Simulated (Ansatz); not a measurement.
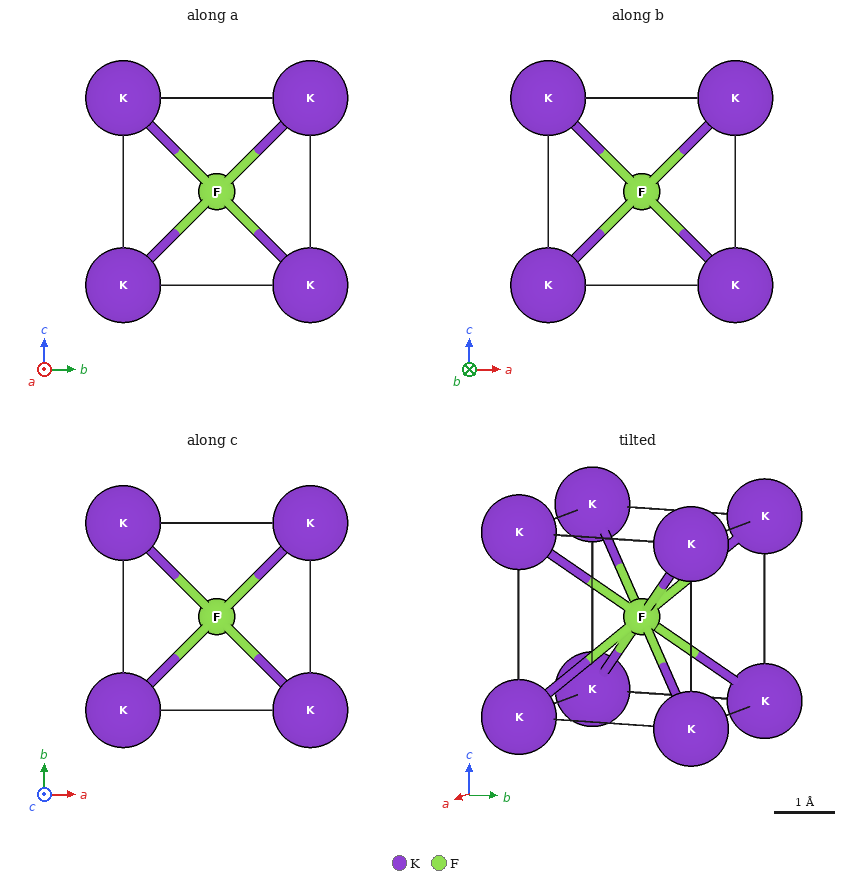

View along the a axis, along the b axis, along the c axis and slightly off an axis, drawn as a ball-and-stick model. The conventional unit cell is outlined; an atom on or near a face, edge or corner is repeated at each equivalent position.

Lattice parameters: a = 3.1250 Å, b = 3.1250 Å, c = 3.1250 Å, α = 90.000°, β = 90.000°, γ = 90.000°.

Question: Reconstruct the structure as a CIF with its space group and independent sites.

Answer:
```cif
data_structure
_symmetry_space_group_name_H-M 'P m -3 m'
_symmetry_Int_Tables_number 221
_cell_length_a 3.1250
_cell_length_b 3.1250
_cell_length_c 3.1250
_cell_angle_alpha 90.000
_cell_angle_beta 90.000
_cell_angle_gamma 90.000
_cell_volume 30.52
loop_
_atom_site_label
_atom_site_type_symbol
_atom_site_symmetry_multiplicity
_atom_site_Wyckoff_symbol
_atom_site_fract_x
_atom_site_fract_y
_atom_site_fract_z
_atom_site_occupancy
K1 K 1 a 0.0000 0.0000 0.0000 1
F1 F 1 b 0.5000 0.5000 0.5000 1
```

The structure comes from a structure type filled with these elements by a generator (whether the compound takes this form wasn't checked). Earlier steps of the study may have refined or changed the cell and positions. An electronic-structure calculation with Ansatz was run on it.
